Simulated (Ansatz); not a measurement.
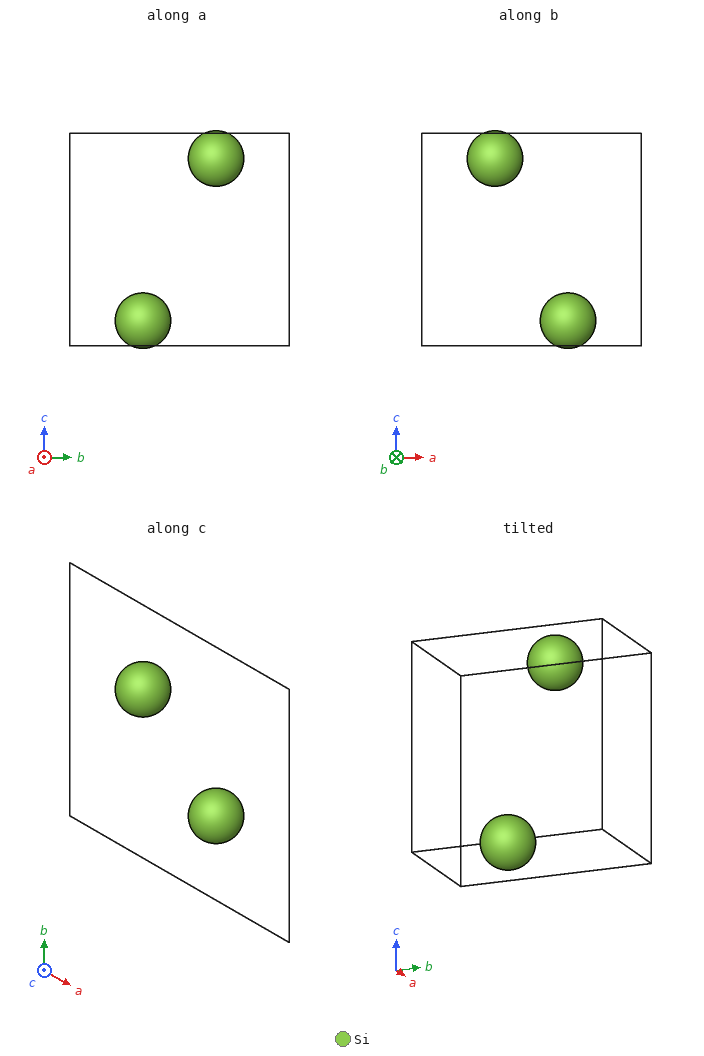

Crystal structure, ball-and-stick style, seen along the a axis, along the b axis, along the c axis and slightly off an axis. One conventional unit cell is outlined, and atoms on its boundary appear in each equivalent place.

Lattice parameters: a = 3.8425 Å, b = 3.8425 Å, c = 3.2277 Å, α = 90.000°, β = 90.000°, γ = 120.000°.

Q: Express the structure as a CIF with its space group and independent sites, with free fractional coordinates to two decimals.

A:
```cif
data_structure
_symmetry_space_group_name_H-M 'P -3 m 1'
_symmetry_Int_Tables_number 164
_cell_length_a 3.8425
_cell_length_b 3.8425
_cell_length_c 3.2277
_cell_angle_alpha 90.000
_cell_angle_beta 90.000
_cell_angle_gamma 120.000
_cell_volume 41.27
loop_
_atom_site_label
_atom_site_type_symbol
_atom_site_symmetry_multiplicity
_atom_site_Wyckoff_symbol
_atom_site_fract_x
_atom_site_fract_y
_atom_site_fract_z
_atom_site_occupancy
Si1 Si 2 d 0.3333 0.6667 0.88 1
```

The initial geometry was a structure type filled with this element by a generator (whether the element takes this form wasn't checked). It is drawn as it came out of a relaxation with DFT PBE+D3(BJ), scalar-relativistic, plane waves, PAW in Ansatz.
